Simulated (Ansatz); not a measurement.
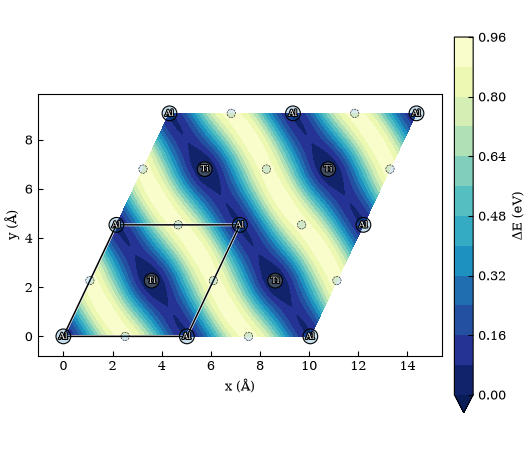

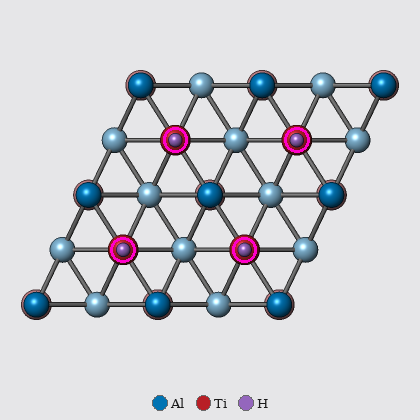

Energy landscape of H on a TiAl₃(110) slab cut from the I4/mmm phase, its upper half relaxed before the scan (8 atoms of substrate and one adsorbate in a 1 × 1 cell). H is moved over the surface cell at a fixed height above a rigid substrate; the origin of the map has the adsorbate above Al8; the height is held at 2.20 Å. Places are given modulo a cell vector. The map is drawn in real space over the plane of the surface. The grid has 6 × 6 points; 13 points were computed and 23 follow by symmetry. Energies: eV, counted from the lowest grid point. The runs have no spin polarisation, so an open-shell adsorbate far from the surface lies too high. With one adsorbate in each 1 × 1 cell, its nearest image is 5.0 Å away, so neighbouring adsorbates interact. At a fixed height the lowest place need not be the adsorption site. These are results of Ansatz, DFT PBE+D3(BJ), scalar-relativistic, plane waves, PAW, not measurements. Settings: cutoff 420 eV, k-mesh 6×6×1, gaussian smearing 0.1 eV, no spin polarisation.

The picture shows filled contours, labelled circles for the atoms of the top layer and small ones for the second layer, the outline of one cell of the 2 × 2 shown. Between grid points the surface is interpolated. The second picture is the structure at the lowest point; rings mark the moved atoms.

### What does the map say about the system?

The lowest grid point is at the top site over a surface Ti atom, (3/6, 3/6) of the cell vectors. The highest grid point, (1/6, 2/6) of the cell vectors [nearest 1 Ti at 3.13 Å and 1 Al at 3.09 Å], lies 0.92 eV above the lowest. On the interpolated surface the easiest way out of the lowest well to its copy in the next cell or period passes a barrier of about 0.081 eV. At the lowest point the adsorbate has 1 Ti at 2.26 Å as nearest neighbours, at the highest 1 Ti at 3.13 Å and 1 Al at 3.09 Å.

The input of one point:

```yaml
crystal:
  lattice:
    - [5.024186119, 0.0, 0.0]
    - [2.158881453, 4.5367033218, 0.0]
    - [0.0, 0.0, 21.2187109014]
  atoms:
    - { symbol: Al, position: [0.5, 0.0, 0.1885128658] }
    - { symbol: Al, position: [0.0, 0.5, 0.1885128658] }
    - { symbol: Ti, position: [0.5, 0.5, 0.2517328341] }
    - { symbol: Al, position: [0.0, 0.0, 0.2517328341] }
    - { symbol: Al, position: [0.0, 0.5, 0.3193548961] }
    - { symbol: Al, position: [0.5, 0.0, 0.3193548961] }
    - { symbol: Ti, position: [0.0, 0.0, 0.3797002555] }
    - { symbol: Al, position: [0.5, 0.5, 0.3826203646] }
    - { symbol: H, position: [1.0, 1.0, 0.4863024408] }
basis:
  ecutwfc: 420
kpoints:
  mp_grid: { grid: [6, 6, 1] }
hamiltonian:
  xc: pbe
  pseudopotentials: { kind: paw, azcp: { folder: soft_1 } }
  dispersion: d3bj
scf:
  occupations: { method: gaussian, width: 0.1 }
output:
  forces: true
  eigenvalues: true
efield:
  axis: 3
  dipole_correction: true
  ramp_width: 0.04
```

The whole map (13 points run) took 5.8 min on 1 thread of Arm Neoverse V1, on a shared host.
